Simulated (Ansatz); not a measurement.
# TiSi$_{2}$: what the fields show

The calculation's input:

```
crystal:
  lattice:
    - [1.7759370595, -6.740208733, 0.0]
    - [1.7759370595, 6.740208733, 0.0]
    - [0.0, 0.0, 3.5908215777]
  atoms:
    - { symbol: Ti, position: [0.8975172572, 0.1024827428, 0.75] }
    - { symbol: Ti, position: [0.1024827428, 0.8975172572, 0.25] }
    - { symbol: Si, position: [0.5599863171, 0.4400136829, 0.75] }
    - { symbol: Si, position: [0.4400136829, 0.5599863171, 0.25] }
    - { symbol: Si, position: [0.2497198023, 0.7502801977, 0.75] }
    - { symbol: Si, position: [0.7502801977, 0.2497198023, 0.25] }
basis:
  ecutwfc: 420
kpoints:
  mp_grid: { grid: [10, 10, 10] }
hamiltonian:
  xc: pbesol
scf:
  occupations: { method: gaussian, width: 0.1 }
output:
  forces: true
  stress: true
  eigenvalues: true
  write_density: true
  write_potential: true
  elf: true
  volumetric_format: npy
relax:
  adjacent_minimum: "off"
  f_tol: 0.01
  max_steps: 30
  cell: { stress_tol: 0.1, fix: [volume] }
```

Command:

```sh
ansatz run input.yaml --threads 1 --pin off --max-ram 2560MiB --backend cpu --events-out ev --progress --plain --runs-dir out
```

Below, planes, directions and counts refer to the conventional cell (a = 3.55 Å, b = 13.54 Å, c = 3.58 Å, α = 90.00°, β = 90.00°, γ = 90.00°).

The fields are those of the run's last geometry, not of the input's.

Space group Cmcm; a structure from a database of computed crystals, not necessarily the ambient phase; changed on purpose from its base cell (volume × 1.03, shape and atoms relaxed); computed pressure about −4 GPa in this cell; computed without spin polarisation.

All numbers below come from Ansatz, DFT PBEsol, scalar-relativistic, plane waves, PAW.

Core electrons are frozen (PAW), and the valence fields are smoothed inside the atomic spheres.

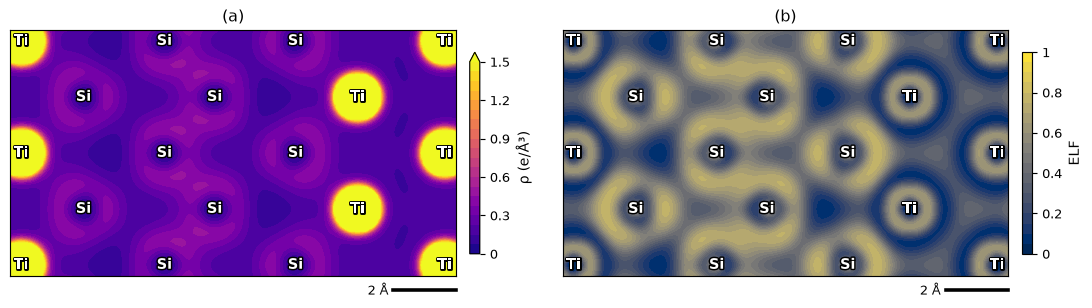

Figure 1. (a) valence pseudo-density; (b) ELF on the (100) plane of the conventional cell.

Q: What does the map show?

A:
- The plane passes through Ti and Si nuclei.
- Si–Si (2.40 Å): the density is about 0.44 e/Å³ at the midpoint; the ELF peaks at about 0.70 between the atoms.
- Ti–Si (2.67 Å): the density is about 0.29 e/Å³ at the midpoint; the ELF peaks at about 0.75 in the valence shell of Si, 0.9 Å from its nucleus, and is about 0.40 at the midpoint.
- Between the atoms the lowest density in this plane is 0.1 e/Å³.
- The features right at Ti lie inside the PAW spheres, where the map follows smoothed inner orbitals and isn't to be read closely.

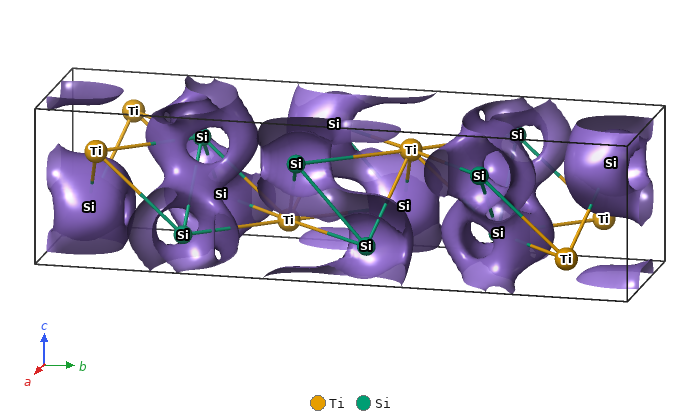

Figure 2. Isosurface of the electron localisation function at 0.65 (purple), seen slightly off an axis. Only the valence region is drawn (cores and ρ < 0.01 e/Å³ removed). Sticks mark near contacts.

Q: Describe the localisation domains.

A: The ELF exceeds this value in channels that run through the cell in one direction and sheets that run through the cell in two directions, counted in one cell of 12 atoms. Regions shared between cells count once. Profiles from the grid: Ti–Si (2.59 Å): the ELF peaks at about 0.75 in the valence shell of Si, 0.9 Å from its nucleus, and is about 0.40 at the midpoint.

Q: Metal or insulator at this level of theory?

A: It is gapless in this calculation (a metal or semimetal).
